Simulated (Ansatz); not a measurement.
Crystal: CdTe, a calculation's input that goes back to an entry of the Crystallography Open Database (an earlier step may have relaxed or displaced it).

```cif
data_structure
_symmetry_space_group_name_H-M 'F-43m'
_symmetry_Int_Tables_number 216
_cell_length_a 6.4100
_cell_length_b 6.4100
_cell_length_c 6.4100
_cell_angle_alpha 90.000
_cell_angle_beta 90.000
_cell_angle_gamma 90.000
_cell_volume 263.37
loop_
_atom_site_label
_atom_site_type_symbol
_atom_site_symmetry_multiplicity
_atom_site_Wyckoff_symbol
_atom_site_fract_x
_atom_site_fract_y
_atom_site_fract_z
_atom_site_occupancy
Cd1 Cd 4 a 0.00000 0.00000 0.00000 1
Te1 Te 4 c 0.25000 0.75000 0.75000 1
```

Question: What does its first Brillouin zone look like, and which path through it is standard?

Answer: It has a face-centred cubic lattice (cF; extended symbol cF2). The zone is a truncated octahedron in its combinatorial type: 14 faces (6 with 4 edges, 8 with 6 edges), 36 edges, 24 vertices. Path: Γ–X–U | K–Γ–L–W–X.

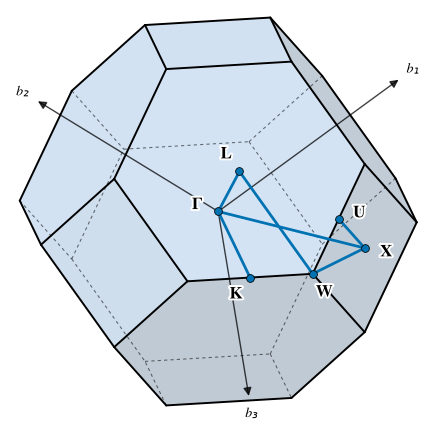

Labels and path follow the convention of Hinuma et al. (2017), as computed by seekpath; the arrows show the directions of the reciprocal primitive vectors b₁, b₂, b₃, in which coordinates are given; lengths include the factor 2π.

| point | k₁ | k₂ | k₃ | length of k (1/Å) |
| --- | --- | --- | --- | --- |
| Γ | 0 | 0 | 0 | 0.000 |
| X | 1/2 | 0 | 1/2 | 0.980 |
| L | 1/2 | 1/2 | 1/2 | 0.849 |
| W | 1/2 | 1/4 | 3/4 | 1.096 |
| K | 3/8 | 3/8 | 3/4 | 1.040 |
| U | 5/8 | 1/4 | 5/8 | 1.040 |
